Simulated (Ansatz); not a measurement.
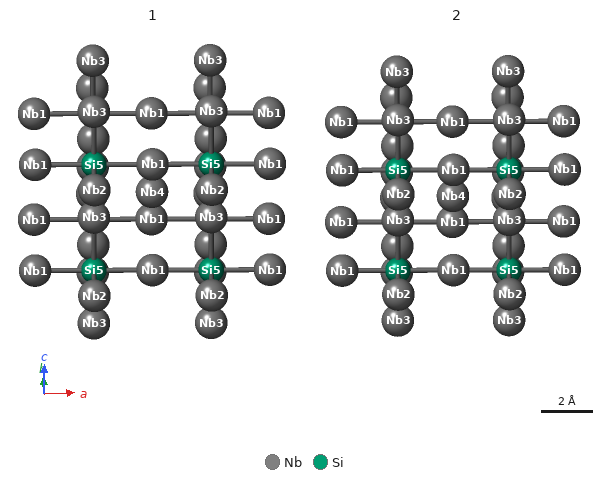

Two geometries of solid Nb4Si (a generated structure, set up in Pm-3m) (coarse preliminary run), drawn at one scale. One is the start of a relaxation, the other its converged end. A ball-and-stick model of the cell of the calculation, seen from a free direction.

All numbers below come from DFT PBE, scalar-relativistic, plane waves, PAW (Ansatz). Settings: plane-wave cutoff 420 eV; k-point mesh 4 × 4 × 4; occupations gaussian; smearing width 0.1 eV; no spin polarisation; cell and atoms relaxed; force threshold 0.04 eV/Å; at most 70 steps.

**Which geometry has the lower energy?**

Structure 1 is the relaxed one. The energy falls by 258 meV per atom in 3 accepted moves (4 points after the start). All forces vanish by symmetry, so only the cell relaxes. Pressure: 31.11 GPa at the start and 0.03 GPa at the end. At 1 point the geometry stayed and the basis and grid were re-selected for the new cell (energy shift of 0.9 meV per atom at most each time). The atoms keep their places relative to the cell (all moves are under 0.005 Å). The drawn cell changes as follows: a = b = c 4.412 → 4.656 Å (+5.5 %); the volume changes by +17.6 %. Near-neighbour distances that change, for instance: Nb1–Nb2 3.120 → 3.292 Å, Nb1–Si5 2.206 → 2.328 Å. The space group stays Pm-3m (No. 221). Cost: 9.2 s on 1 thread of Arm Neoverse V1, with other jobs on the host, peak memory 0.35 GiB.
